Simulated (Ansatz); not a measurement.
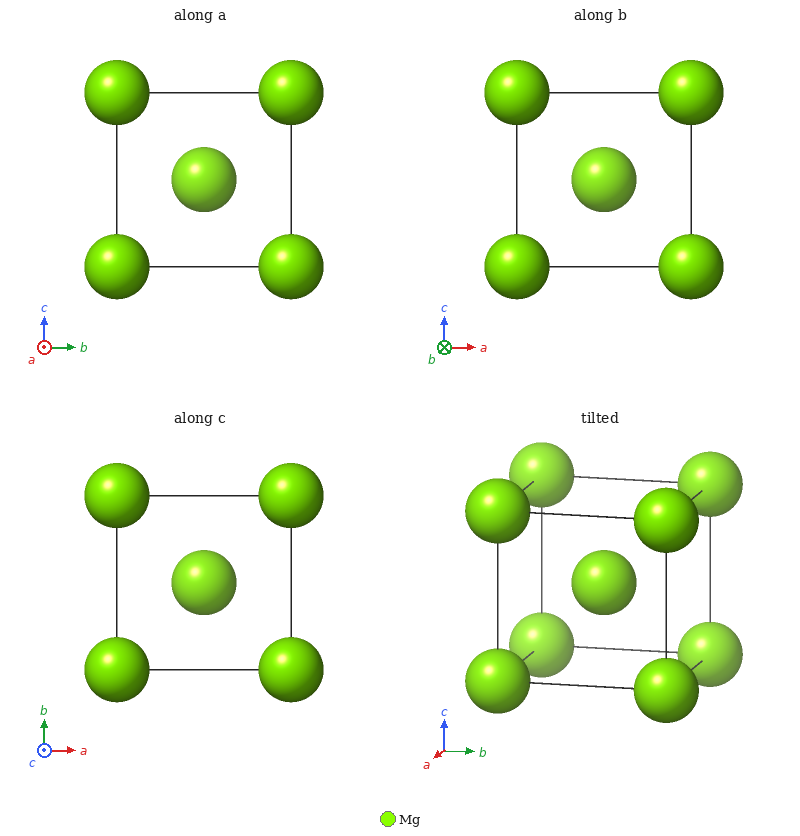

The image is a spheres-only drawing of a crystal, viewed along the a axis, along the b axis, along the c axis and slightly off an axis. The parallelepiped is the conventional unit cell.

Lattice parameters: a = 3.512 Å, b = 3.512 Å, c = 3.512 Å, α = 90.00°, β = 90.00°, γ = 90.00°.

### Record the structure as a table of Wyckoff sites.

Space group Im-3m (No. 229).
```
atom  site       x       y       z
  Mg    2a  0.0000  0.0000  0.0000
```

Origin of the cell: a structure type filled with this element by a generator (whether the element takes this form wasn't checked). Earlier steps of the study may have refined or changed the cell and positions. Ansatz was used for an electronic-structure calculation on it.
